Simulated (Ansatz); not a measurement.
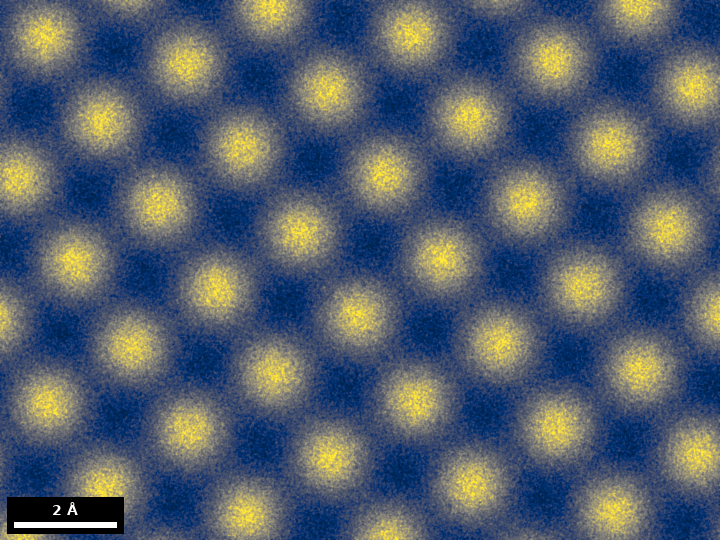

An image along [001] of one of the structures below (computed or model cells, partly hypothetical, each in its standard cell). Simulation: incoherent imaging, intensity Z^1.7 per atom, probe width 1.15 Å, thin sample. The probe carries 25 % of its weight in a tail 2.5 times as wide. Shot noise was added.

A. Co
Space group Pm-3m (No. 221). a = 2.317 Å, b = 2.317 Å, c = 2.317 Å, α = 90.00°, β = 90.00°, γ = 90.00°
```csv
atom,site,symmetry,x,y,z
Co,1a,m-3m,0.0000,0.0000,0.0000
```

B. Co
Space group Fd-3m:1 (No. 227). a = 5.139 Å, b = 5.139 Å, c = 5.139 Å, α = 90.00°, β = 90.00°, γ = 90.00°
```tsv
atom	site	symmetry	x	y	z
Co	8b	-43m	0.2500	0.2500	0.7500
```

C. Mg
Space group Pm-3m (No. 221). a = 3.048 Å, b = 3.048 Å, c = 3.048 Å, α = 90.00°, β = 90.00°, γ = 90.00°
```tsv
atom	site	symmetry	x	y	z
Mg	1a	m-3m	0.0000	0.0000	0.0000
```

D. Co
Space group Im-3m (No. 229). a = 2.800 Å, b = 2.800 Å, c = 2.800 Å, α = 90.00°, β = 90.00°, γ = 90.00°
| atom | site | symmetry | x | y | z |
| --- | --- | --- | --- | --- | --- |
| Co | 2a | m-3m | 0.0000 | 0.0000 | 0.0000 |

> Which of them gives this image?

D, Co. Along [001] the projected cells are A 2.32 × 2.32 Å, 90°; B 1.82 × 1.82 Å, 90°; C 3.05 × 3.05 Å, 90°; D 1.98 × 1.98 Å, 90°. The image repeats as D does.

Structure D: the input geometry of a calculation; the starting structure was generated, so it need not be a known form of this composition.
